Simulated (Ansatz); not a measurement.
# Electron scattering at the Σ11 (332) boundary in bcc Mo with Ta (substitutional)

How much does the Σ11 (332) boundary in bcc Mo with Ta (substitutional) reflect electrons?

Main program and level: Ansatz 0.2.0; Ansatz plane-wave DFT, PBE, PAW files; relaxation of a bicrystal slab with its lowest layers held; PAW set soft_1, in the first sound run; inputs show where later runs differ.

### Step 1. Starting point

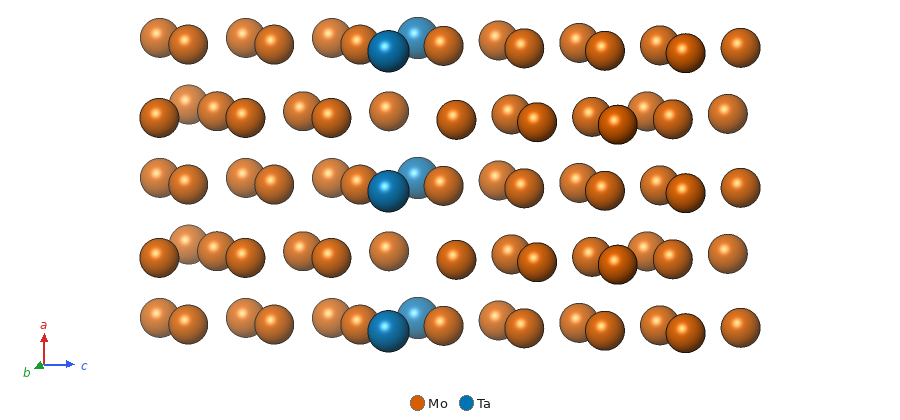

The cell as given, from the side, with the c axis across the page (molybdenum orange, tantalum blue). 2×1×1 cells are drawn. Some periodic images of atoms are drawn too.

The cell holds 28 atoms: 27 Mo and 1 Ta. Its edges and angles: a = 4.451 Å, b = 5.219 Å, c = 29.786 Å, α = 90.0°, β = 90.0°, γ = 90.0°. It derives from Mo. built on the (3 3 2) plane; 2 overlapping atoms removed and the grains opened by 0 Å. Vacuum lies along c.

### Step 2. Relaxing the bicrystal

The boundary is built by mirroring the lower grain in the boundary plane and removing any atoms that overlap; then the Ta is put in at the boundary. A thin bicrystal slab is relaxed first, with the lowest layers held and the upper grain free to shift and open.

input.yaml

```yaml
crystal:
  lattice:
    - [4.4505300808, 0.0, 0.0]
    - [0.0, 5.2187091076, 0.0]
    - [0.0, 0.0, 29.7863943232]
  atoms:
    - { symbol: Mo, position: [0.0, 0.2727272728, 0.167861875] }
    - { symbol: Mo, position: [0.5, 1.0e-10, 0.1903870134] }
    - { symbol: Mo, position: [0.0, 0.7272727273, 0.2129121518] }
    - { symbol: Mo, position: [0.5, 0.4545454546, 0.2354372902] }
    - { symbol: Mo, position: [0.0, 0.1818181819, 0.2579624286] }
    - { symbol: Mo, position: [0.5, 0.9090909091, 0.280487567] }
    - { symbol: Mo, position: [0.0, 0.6363636364, 0.3030127053] }
    - { symbol: Mo, position: [0.5, 0.3636363637, 0.3255378437] }
    - { symbol: Mo, position: [0.0, 0.0909090909, 0.3480629821] }
    - { symbol: Mo, position: [0.5, 0.8181818182, 0.3705881205] }
    - { symbol: Mo, position: [0.0, 0.5454545455, 0.3931132589] }
    - { symbol: Mo, position: [0.5, 0.2727272727, 0.4156383973] }
    - { symbol: Ta, position: [0.0, 0.0, 0.4381635357] }
    - { symbol: Mo, position: [0.0, 0.5454545455, 0.4832138125] }
    - { symbol: Mo, position: [0.5, 0.8181818182, 0.5057389509] }
    - { symbol: Mo, position: [0.0, 0.0909090909, 0.5282640893] }
    - { symbol: Mo, position: [0.5, 0.3636363637, 0.5507892277] }
    - { symbol: Mo, position: [0.0, 0.6363636364, 0.5733143661] }
    - { symbol: Mo, position: [0.5, 0.9090909091, 0.5958395045] }
    - { symbol: Mo, position: [0.0, 0.1818181819, 0.6183646429] }
    - { symbol: Mo, position: [0.5, 0.4545454546, 0.6408897813] }
    - { symbol: Mo, position: [0.0, 0.7272727273, 0.6634149197] }
    - { symbol: Mo, position: [0.5, 1.0e-10, 0.6859400581] }
    - { symbol: Mo, position: [0.0, 0.2727272728, 0.7084651964] }
    - { symbol: Mo, position: [0.5, 0.5454545455, 0.7309903348] }
    - { symbol: Mo, position: [0.0, 0.8181818183, 0.7535154732] }
    - { symbol: Mo, position: [0.5, 0.090909091, 0.7760406116] }
    - { symbol: Mo, position: [0.0, 0.3636363637, 0.79856575] }
kpoints:
  mp_grid: { grid: [5, 5, 1] }
hamiltonian:
  xc: pbe
  pseudopotentials: { kind: paw, azcp: { folder: soft_1 } }
scf:
  occupations: { method: fermi_dirac, width: 0.1 }
relax:
  f_tol: 0.03
  max_steps: 80
  constraints: [{ sites: [0, 1, 2, 3, 4] }]
```

Started as:

```sh
$ ansatz run input.yaml --threads 4 --pin off --max-ram 15360MiB --backend cpu --events-out ev --progress --plain --runs-dir out
```

Numbers of over 12 decimals in the logs are rounded to 6 here.

The program printed:

```text
Engine: ansatz 0.2.0, aarch64-unknown-linux-gnu
Pseudopotentials: kind: paw
Pseudopotential: Mo, paw, valence charge 14, recommended cutoff 420 eV (normal), soft_1/Mo.paw.azcp
Pseudopotential: Ta, paw, valence charge 13, recommended cutoff 420 eV (normal), soft_1/Ta.paw.azcp
Functional definition: PBE
  parameter kappa = 0.804
  parameter beta = 0.066725
  exchange = pbe_x(kappa = kappa, mu = beta*pi^2/3)
  correlation = pbe_c(beta = beta)
Crystal: 28 atoms, lattice volume = 691.819 Å³
Basis set: ecut = 420 eV, 13541 PW (Γ), exchange–correlation on 60×72×400 points (8 copies of the dense FFT grid, shifted against one another)
Bands: 235, of which v1, the nominal top of the filled ones, is band 196 counted from 1 (195 counted from 0)
Symmetry: 2 space group operations
Space group: Pm (ITA 6), of the structure as read, at distance tolerance 8.8e-5 Å
k-points: 9 of 25 (time reversal used)
Non-local potential: Mo, projectors of the file, l = 0: 3, l = 1: 2, l = 2: 2, l = 3: 1
Non-local potential: Ta, projectors of the file, l = 0: 3, l = 1: 2, l = 2: 2, l = 3: 1
PAW form: soft (Blöchl's): semilocal exchange-correlation on the pseudo side does not see the compensation charge
PAW one-centre angular grid: Mo, 590 points (default); XC on 64 Gauss nodes
PAW one-centre angular grid: Ta, 590 points (default); XC on 64 Gauss nodes
Initial density: superposition of atomic densities (neutral atoms: chi_scale 0, normalization atom)
Initial wavefunctions: pseudopotential atomic-orbital guess
Functional: x = pbe(κ = 0.804, μ = 0.219515), c = pbe(β = 0.066725)
SCF iter   1: F=—  HF=-143757.478520 eV  |F-HF|=—  |Δ(HF+E_count)|=         —  Δρ=8.83e-2  dr2=3.41e2  ethr=3.10e-3  ⟨swp⟩=8.0  Hψ=9430  notcnv=0
preconditioner: auto → LDOS  [metal: Δε(μ)=0.036 eV  Ē_g=4.378 eV  σ=0.100 eV  W_gap=0.09  n_scr=172 (ndim 8)  ℏωp=18.2 eV  f_vac=0.289  D(μ)=19.18/eV (n_scr^D=132)  β→1.0]
SCF iter   2: F=—  HF=-143749.673034 eV  |F-HF|=—  |Δ(HF+E_count)|=    7.81e0  Δρ=7.41e-2  dr2=3.96e2  ethr=3.10e-3  ⟨swp⟩=7.7  Hψ=6900  notcnv=0  defer=2
SCF iter   3: F=—  HF=-143734.780722 eV  |F-HF|=—  |Δ(HF+E_count)|=    1.49e1  Δρ=1.32e-2  dr2=7.26e0  ethr=3.10e-3  ⟨swp⟩=7.0  Hψ=6458  notcnv=0  defer=1
SCF iter   4: F=—  HF=-143734.483599 eV  |F-HF|=—  |Δ(HF+E_count)|=   2.97e-1  Δρ=3.90e-3  dr2=1.91e-1  ethr=1.86e-3  ⟨swp⟩=2.6  Hψ=2949  notcnv=0
SCF iter   5: F=—  HF=-143734.442598 eV  |F-HF|=—  |Δ(HF+E_count)|=   4.10e-2  Δρ=1.20e-3  dr2=7.00e-2  ethr=4.89e-5  ⟨swp⟩=4.2  Hψ=4933  notcnv=0  defer=1
SCF iter   6: F=—  HF=-143734.443733 eV  |F-HF|=—  |Δ(HF+E_count)|=   1.13e-3  Δρ=6.01e-4  dr2=1.22e-2  ethr=1.79e-5  ⟨swp⟩=1.3  Hψ=2274  notcnv=0
SCF iter   7: F=—  HF=-143734.443074 eV  |F-HF|=—  |Δ(HF+E_count)|=   6.59e-4  Δρ=1.22e-4  dr2=3.98e-4  ethr=3.11e-6  ⟨swp⟩=2.0  Hψ=2705  notcnv=0
SCF iter   8: F=—  HF=-143734.443120 eV  |F-HF|=—  |Δ(HF+E_count)|=   4.61e-5  Δρ=5.93e-5  dr2=1.07e-4  ethr=1.02e-7  ⟨swp⟩=3.1  Hψ=3838  notcnv=0
SCF iter   9: F=-143734.443115 eV  HF=-143734.443118 eV  |F-HF|=2.85e-6  |Δ(HF+E_count)|=   2.50e-6  Δρ=1.83e-5  dr2=8.36e-6  ethr=5.75e-9  ⟨swp⟩=3.3  Hψ=7890  notcnv=0
SCF 1 converged in 9 iterations: F = -143734.443115 eV  dr2 = 8.36e-6
  greatest PAW one-centre occupation: 0.999 electrons in one spin orbital (limit 2), on the Ta atom at site 12 (counted from 0), in its partial waves of l = 0
relax step   1: F+E_penalty+E_count = -143734.44311476 eV  Δ(F+E_penalty+E_count) = +0.000e0 eV  max|allowed force component| = 1.931e0 eV/Å  Δτ_max = 0.0000 Å  (9 SCF iters, dr2 threshold 2.25e-5 eV, accepted)
Initial density: handed on by an earlier stage of this run
Initial wavefunctions: those handed on with the density
iter 1 solved again at ethr=6.15e-4 eV; its pass at ethr=3.10e-3 eV (dr2=2.40e0 eV) is discarded
SCF iter   1: F=—  HF=-143735.184604 eV  |F-HF|=—  |Δ(HF+E_count)|=         —  Δρ=1.07e-2  dr2=2.59e0  ethr=6.15e-4  ⟨swp⟩=1.8  Hψ=7033  notcnv=0
eigensolver tolerance schedule calibrated: the retry pair's looser diagonalisation under-reported the residual by θ = 0.07 (0.10/decade); ethr = c·dr2/N_el runs at the constant in force after the calibration composes with the one it found (an armed cap, an earlier calibration), c = 9.5e-2
preconditioner: auto → LDOS  [metal: Δε(μ)=0.006 eV  Ē_g=3.853 eV  σ=0.100 eV  W_gap=0.01  n_scr=172 (ndim 8)  ℏωp=18.2 eV  f_vac=0.296  D(μ)=23.68/eV (n_scr^D=172)  β→1.0]
SCF iter   2: F=—  HF=-143735.107351 eV  |F-HF|=—  |Δ(HF+E_count)|=   7.73e-2  Δρ=4.28e-3  dr2=3.34e-1  ethr=6.15e-4  ⟨swp⟩=4.4  Hψ=3807  notcnv=0  defer=2
SCF iter   3: F=—  HF=-143735.072656 eV  |F-HF|=—  |Δ(HF+E_count)|=   3.47e-2  Δρ=1.96e-3  dr2=7.40e-2  ethr=8.11e-5  ⟨swp⟩=3.0  Hψ=4367  notcnv=0
SCF iter   4: F=—  HF=-143735.061961 eV  |F-HF|=—  |Δ(HF+E_count)|=   1.07e-2  Δρ=3.64e-4  dr2=1.85e-3  ethr=1.80e-5  ⟨swp⟩=2.6  Hψ=3065  notcnv=0
SCF iter   5: F=—  HF=-143735.061789 eV  |F-HF|=—  |Δ(HF+E_count)|=   1.71e-4  Δρ=1.20e-4  dr2=2.41e-4  ethr=4.51e-7  ⟨swp⟩=3.0  Hψ=4037  notcnv=0
SCF iter   6: F=-143735.061823 eV  HF=-143735.061836 eV  |F-HF|=1.30e-5  |Δ(HF+E_count)|=   4.63e-5  Δρ=4.04e-5  dr2=3.34e-5  ethr=2.43e-8  ⟨swp⟩=3.0  Hψ=8176  notcnv=0
SCF 2 converged in 6 iterations: F = -143735.061823 eV  dr2 = 3.34e-5
relax step   2: F+E_penalty+E_count = -143735.06182270 eV  Δ(F+E_penalty+E_count) = -6.187e-1 eV  max|allowed force component| = 3.835e-1 eV/Å  Δτ_max = 0.1949 Å  (6 SCF iters, dr2 threshold 1.00e-4 eV, accepted)
SCF iter   1: F=—  HF=-143735.749465 eV  |F-HF|=—  |Δ(HF+E_count)|=         —  Δρ=2.07e-2  dr2=1.85e1  ethr=3.10e-3  ⟨swp⟩=5.9  Hψ=5407  notcnv=0
preconditioner: auto → LDOS  [metal: Δε(μ)=0.052 eV  Ē_g=3.889 eV  σ=0.100 eV  W_gap=0.13  n_scr=172 (ndim 8)  ℏωp=18.2 eV  f_vac=0.302  D(μ)=22.78/eV (n_scr^D=168)  β→1.0]
SCF iter   2: F=—  HF=-143735.365461 eV  |F-HF|=—  |Δ(HF+E_count)|=   3.84e-1  Δρ=7.35e-3  dr2=8.06e-1  ethr=3.10e-3  ⟨swp⟩=2.0  Hψ=2670  notcnv=0
SCF iter   3: F=—  HF=-143735.274014 eV  |F-HF|=—  |Δ(HF+E_count)|=   9.14e-2  Δρ=3.97e-3  dr2=2.31e-1  ethr=2.06e-4  ⟨swp⟩=3.4  Hψ=4119  notcnv=0
SCF iter   4: F=—  HF=-143735.237823 eV  |F-HF|=—  |Δ(HF+E_count)|=   3.62e-2  Δρ=5.14e-4  dr2=2.99e-3  ethr=5.92e-5  ⟨swp⟩=2.4  Hψ=3866  notcnv=0
SCF iter   5: F=—  HF=-143735.236196 eV  |F-HF|=—  |Δ(HF+E_count)|=   1.63e-3  Δρ=1.68e-4  dr2=3.62e-4  ethr=7.64e-7  ⟨swp⟩=3.0  Hψ=4508  notcnv=0
SCF iter   6: F=—  HF=-143735.236265 eV  |F-HF|=—  |Δ(HF+E_count)|=   6.92e-5  Δρ=8.03e-5  dr2=7.52e-5  ethr=9.27e-8  ⟨swp⟩=2.0  Hψ=2837  notcnv=0
SCF iter   7: F=-143735.236270 eV  HF=-143735.236274 eV  |F-HF|=3.82e-6  |Δ(HF+E_count)|=   8.43e-6  Δρ=2.39e-5  dr2=8.81e-6  ethr=2.35e-9  ⟨swp⟩=3.2  Hψ=8454  notcnv=0
SCF 3 converged in 7 iterations: F = -143735.236270 eV  dr2 = 8.81e-6
relax step   3: F+E_penalty+E_count = -143735.23626993 eV  Δ(F+E_penalty+E_count) = -1.744e-1 eV  max|allowed force component| = 1.988e-1 eV/Å  Δτ_max = 0.1946 Å  (7 SCF iters, dr2 threshold 9.19e-6 eV, accepted)
[...]
relax step   4: F+E_penalty+E_count = -143735.27882229 eV  Δ(F+E_penalty+E_count) = -4.255e-2 eV  max|allowed force component| = 1.797e-1 eV/Å  Δτ_max = 0.1449 Å  (8 SCF iters, dr2 threshold 2.47e-6 eV, accepted)
[...]
relax step   5: F+E_penalty+E_count = -143735.29456042 eV  Δ(F+E_penalty+E_count) = -1.574e-2 eV  max|allowed force component| = 1.010e-1 eV/Å  Δτ_max = 0.0707 Å  (6 SCF iters, dr2 threshold 8.68e-6 eV, accepted)
[...]
relax step   6: F+E_penalty+E_count = -143735.31584898 eV  Δ(F+E_penalty+E_count) = -2.129e-2 eV  max|allowed force component| = 1.625e-1 eV/Å  Δτ_max = 0.1804 Å  (8 SCF iters, dr2 threshold 3.22e-6 eV, accepted)
[...]
relax step   7: F+E_penalty+E_count = -143735.32187925 eV  Δ(F+E_penalty+E_count) = -6.030e-3 eV  max|allowed force component| = 9.128e-2 eV/Å  Δτ_max = 0.0686 Å  (6 SCF iters, dr2 threshold 8.34e-6 eV, accepted)
[...]
relax step   8: F+E_penalty+E_count = -143735.32368174 eV  Δ(F+E_penalty+E_count) = -1.802e-3 eV  max|allowed force component| = 4.288e-2 eV/Å  Δτ_max = 0.0190 Å  (5 SCF iters, dr2 threshold 2.63e-6 eV, accepted)
[...]
relax step   9: F+E_penalty+E_count = -143735.32407848 eV  Δ(F+E_penalty+E_count) = -3.967e-4 eV  max|allowed force component| = 4.218e-2 eV/Å  Δτ_max = 0.0081 Å  (6 SCF iters, accepted)
SCF iter   1: F=—  HF=-143735.324518 eV  |F-HF|=—  |Δ(HF+E_count)|=         —  Δρ=3.52e-4  dr2=2.06e-3  ethr=9.62e-6  ⟨swp⟩=2.3  Hψ=3098  notcnv=0
preconditioner: auto → LDOS  [metal: Δε(μ)=0.021 eV  Ē_g=3.888 eV  σ=0.100 eV  W_gap=0.05  n_scr=172 (ndim 8)  ℏωp=18.2 eV  f_vac=0.305  D(μ)=22.66/eV (n_scr^D=168)  β→1.0]
SCF iter   2: F=—  HF=-143735.324453 eV  |F-HF|=—  |Δ(HF+E_count)|=   6.50e-5  Δρ=1.21e-4  dr2=1.65e-4  ethr=5.26e-7  ⟨swp⟩=2.3  Hψ=3674  notcnv=0
SCF iter   3: F=—  HF=-143735.324419 eV  |F-HF|=—  |Δ(HF+E_count)|=   3.44e-5  Δρ=5.47e-5  dr2=3.32e-5  ethr=4.22e-8  ⟨swp⟩=2.7  Hψ=3696  notcnv=0
SCF iter   4: F=—  HF=-143735.324179 eV  |F-HF|=—  |Δ(HF+E_count)|=   2.40e-4  Δρ=1.12e-5  dr2=9.50e-7  ethr=8.49e-9  ⟨swp⟩=2.8  Hψ=4005  notcnv=0
SCF iter   5: F=-143735.324179 eV  HF=-143735.324179 eV  |F-HF|=2.87e-8  |Δ(HF+E_count)|=   3.85e-7  Δρ=2.66e-6  dr2=7.71e-8  ethr=2.56e-11  ⟨swp⟩=5.1  Hψ=8107  notcnv=0
SCF 10 converged in 5 iterations: F = -143735.324179 eV  dr2 = 7.71e-8
relax step  10: F+E_penalty+E_count = -143735.32417858 eV  Δ(F+E_penalty+E_count) = -1.001e-4 eV  max|allowed force component| = 1.540e-2 eV/Å  Δτ_max = 0.0053 Å  (5 SCF iters, accepted)
SCF converged after 5 iterations
Free energy (F): -143735.324179 eV
Harris-Foulkes:  -143735.324179 eV  (|F-HF|=2.87e-8)
Internal energy: -143734.572583 eV  (E = F + TS)
E sigma→0 (E₀):  -143734.948381 eV
Entropy (-TS):   -0.751596 eV (-26.843 meV/atom)
Fermi energy:    11.933102 eV
--- Per-component energies (eV) ---
  E_band       = -5076.413631
  E_kinetic    = 11776.523252
  E_local      = -380079.915323  (includes V_loc(G=0)·N_el)
  E_nonlocal   = 4004.448771
  E_hartree    = 184896.181346
  E_xc         = -5066.135738
  E_vxc        = -6147.620149  (∫ρ·V_xc dr)
  E_paw        = -95027.492158  (= ΣΔE_a)
  E_vpaw       = -4422.234900  (= ΣTr[D̂ρ^β])
  E_aug_tail   = 0.001411  (compensation charges beyond the density's cutoff)
  E_ewald      = 135761.815857
  E_smearing   = -0.751596  (= −TS)
  E_closure    = 0.000000  (closes the sum)
  Σ components = -143735.324179   (vs F -143735.324179, Δ=0.00e0)
--- Forces (eV/Å), atoms counted from 1 ---
  atom   1  Mo     0.00000000    -0.47383919     1.96717818
  atom   2  Mo     0.00000000     0.85609413     0.51476264
  atom   3  Mo     0.00000000    -0.48925383    -0.30679096
  atom   4  Mo     0.00000000     0.00742857    -1.21848359
  atom   5  Mo     0.00000000     0.10284667    -0.95660105
  atom   6  Mo     0.00000000    -0.00196431     0.00049193
  atom   7  Mo     0.00000000    -0.00042040    -0.00162571
  atom   8  Mo     0.00000000     0.00141442     0.00048284
  atom   9  Mo     0.00000000     0.00100171    -0.00036027
  atom  10  Mo     0.00000000    -0.00125509    -0.00315008
  atom  11  Mo     0.00000000     0.00233877     0.00626141
  atom  12  Mo     0.00000000    -0.00002590    -0.01539749
  atom  13  Ta     0.00000000    -0.00312149     0.00174667
  atom  14  Mo     0.00000000    -0.00357704     0.01258353
  atom  15  Mo     0.00000000    -0.00231584    -0.00029238
  atom  16  Mo     0.00000000     0.00554361    -0.00391674
  atom  17  Mo     0.00000000    -0.00109964     0.00076176
  atom  18  Mo     0.00000000     0.00217669    -0.00019975
  atom  19  Mo     0.00000000    -0.00270300    -0.00018517
  atom  20  Mo     0.00000000     0.00090757     0.00076585
  atom  21  Mo     0.00000000     0.00098604     0.00005404
  atom  22  Mo     0.00000000     0.00037316     0.00089569
  atom  23  Mo     0.00000000    -0.00086484     0.00123726
  atom  24  Mo     0.00000000    -0.00114720    -0.00113412
  atom  25  Mo     0.00000000     0.00221359     0.00218535
  atom  26  Mo     0.00000000    -0.00206665    -0.00080062
  atom  27  Mo     0.00000000     0.00161821     0.00099535
  atom  28  Mo     0.00000000    -0.00139269    -0.00138642
  max |Σ_I F_I| component: 1.04e-4 eV/Å
--- Relaxed structure (10 steps of the walk, 10 accepted, 0 SCFs on fresh bases) ---
  F+E_penalty+E_count = -143735.32417858 eV   max|allowed force component| = 1.540e-2 eV/Å
  atoms:
    - { symbol: Mo, position: [0.0, 0.2727272728, 0.167862] }
    - { symbol: Mo, position: [0.5, 1.0000000000000002e-10, 0.1903870134] }
    - { symbol: Mo, position: [0.0, 0.7272727273, 0.212912] }
    - { symbol: Mo, position: [0.5, 0.454545, 0.235437] }
    - { symbol: Mo, position: [0.0, 0.181818, 0.257962] }
    - { symbol: Mo, position: [0.5, 0.912535, 0.278894] }
    - { symbol: Mo, position: [0.0, 0.636575, 0.302160] }
    - { symbol: Mo, position: [0.5, 0.365480, 0.325750] }
    - { symbol: Mo, position: [0.0, 0.092530, 0.347955] }
    - { symbol: Mo, position: [0.5, 0.822439, 0.371273] }
    - { symbol: Mo, position: [0.0, 0.540094, 0.392154] }
    - { symbol: Mo, position: [0.5, 0.282555, 0.419712] }
    - { symbol: Ta, position: [0.0, -0.012714, 0.435542] }
    - { symbol: Mo, position: [0.0, 0.470882, 0.478650] }
    - { symbol: Mo, position: [0.5, 0.733988, 0.490669] }
    - { symbol: Mo, position: [0.0, 0.00738255, 0.523598] }
    - { symbol: Mo, position: [0.5, 0.283620, 0.539727] }
    - { symbol: Mo, position: [0.0, 0.555224, 0.564698] }
    - { symbol: Mo, position: [0.5, 0.826731, 0.586636] }
    - { symbol: Mo, position: [0.0, 0.102883, 0.609364] }
    - { symbol: Mo, position: [0.5, 0.374487, 0.632630] }
    - { symbol: Mo, position: [0.0, 0.645050, 0.655812] }
    - { symbol: Mo, position: [0.5, -0.077016, 0.678328] }
    - { symbol: Mo, position: [0.0, 0.190344, 0.701215] }
    - { symbol: Mo, position: [0.5, 0.469928, 0.725779] }
    - { symbol: Mo, position: [0.0, 0.728391, 0.744872] }
    - { symbol: Mo, position: [0.5, 0.014747, 0.764157] }
    - { symbol: Mo, position: [0.0, 0.269758, 0.783431] }
```

The job ended after 8.9 min (4 threads of Arm Neoverse V1, shared host; peak memory 3.4 GiB).

The steps of the relaxation:

```tsv
step	energy less that of the first step (eV)	largest force component (eV/Å)
1	0.0000	1.9307
2	-0.6187	0.3835
3	-0.7932	0.1988
4	-0.8357	0.1797
5	-0.8514	0.1010
6	-0.8727	0.1625
7	-0.8788	0.0913
8	-0.8806	0.0429
9	-0.8810	0.0422
10	-0.8811	0.0154
```

The run keeps the 2 symmetry operations that it works with, so distortions that break them were not tested.

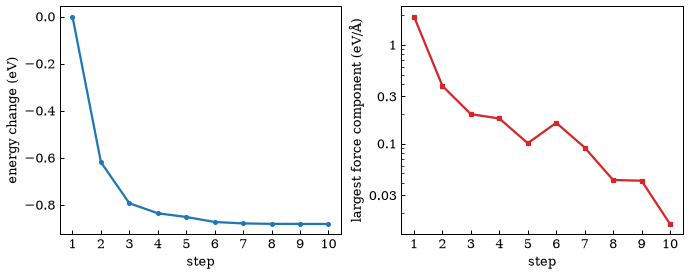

Energy and largest force along the relaxation.

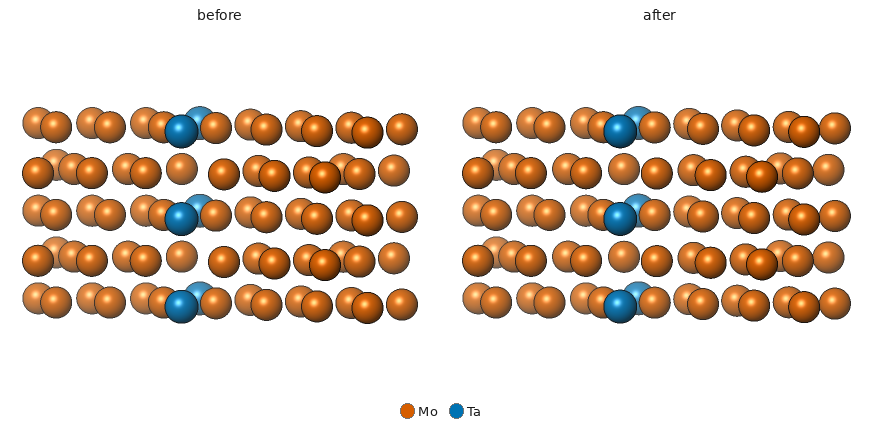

The structure before and after the relaxation, drawn at the same scale.

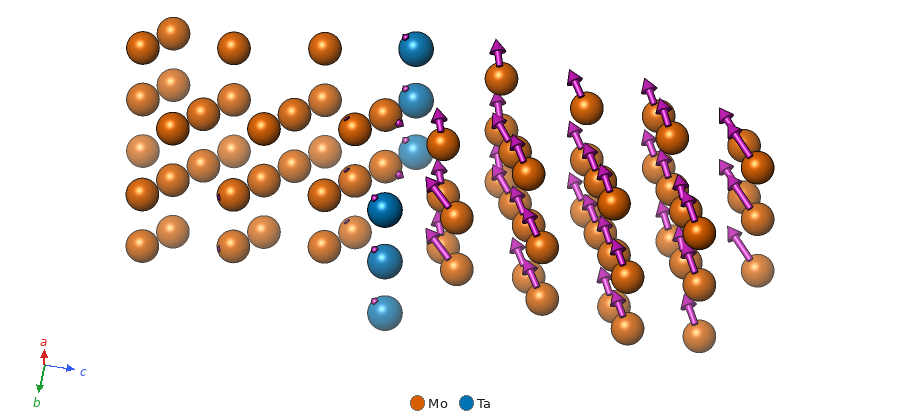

Displacements in the relaxation, exaggerated; the longest in the cell stands for 0.67 Å. 2×1×1 cells are drawn. Some periodic images of atoms are drawn too.

The atoms that moved most (Å):

```tsv
atom	dx	dy	dz	length
Mo28	0.000	-0.490	-0.451	0.666
Mo15	0.000	-0.439	-0.449	0.628
Mo26	0.000	-0.469	-0.257	0.535
Mo27	0.000	-0.397	-0.354	0.532
Mo17	0.000	-0.418	-0.329	0.532
Mo19	0.000	-0.430	-0.274	0.510
Mo18	0.000	-0.423	-0.257	0.495
Mo20	0.000	-0.412	-0.268	0.491
```

Numbers from this step:

- free energy: -143735.3242 eV
- energy at zero smearing: -143734.9484 eV
- Fermi energy: 11.93 eV

The largest force component on a free atom ends at 0.015 eV/Å, under the tolerance of 0.03, after 10 steps.

(Continued in part 2 of 2.)

[Logs are printed without paths, hosts, clocks, repeated set-up lines and the standing remarks that a program may print on its own settings, such as how far it seeks lower states.]

[Hosts, paths, dates, database ids (printed as entryN), source tags and the programs' standing remarks are cut or masked in the printed files.]
